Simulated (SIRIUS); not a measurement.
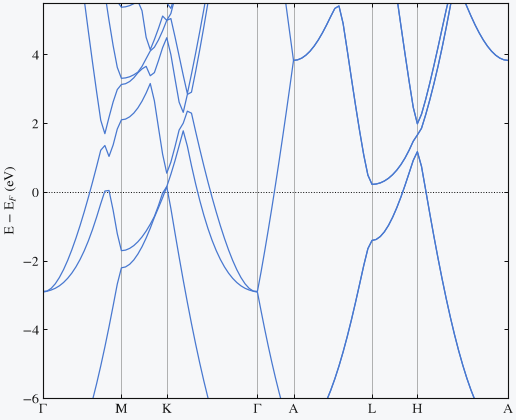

Band structure. Energies are counted from the Fermi level. The path runs straight from each named point to the next.

### Which Bravais lattice do the labels of the path belong to?

A hexagonal (primitive) lattice: the path Γ–M–K–Γ–A–L–H–A runs through the special points of its Brillouin zone.

System: hcp Cd, space group P6_3/mmc, 2 atoms in the cell.

```xyz
2
Lattice="2.9789 0.0000 0.0000 -1.4894 2.5798 0.0000 0.0000 0.0000 5.6177" Properties=species:S:1:pos:R:3 pbc="T T T"
Cd    1.4894    0.8599    4.2132
Cd    0.0000    1.7199    1.4044
```

Level of theory: PBE, all-electron FP-LAPW, no spin polarisation, no spin-orbit coupling, 10×10×5 k mesh, Fermi-Dirac smearing of 0.05 eV; code SIRIUS.

### Is there a gap at the Fermi level?

A metal: bands cross the Fermi level along this path.

Bands are joined in order of energy, so crossings between the computed points show as kinks or gaps.
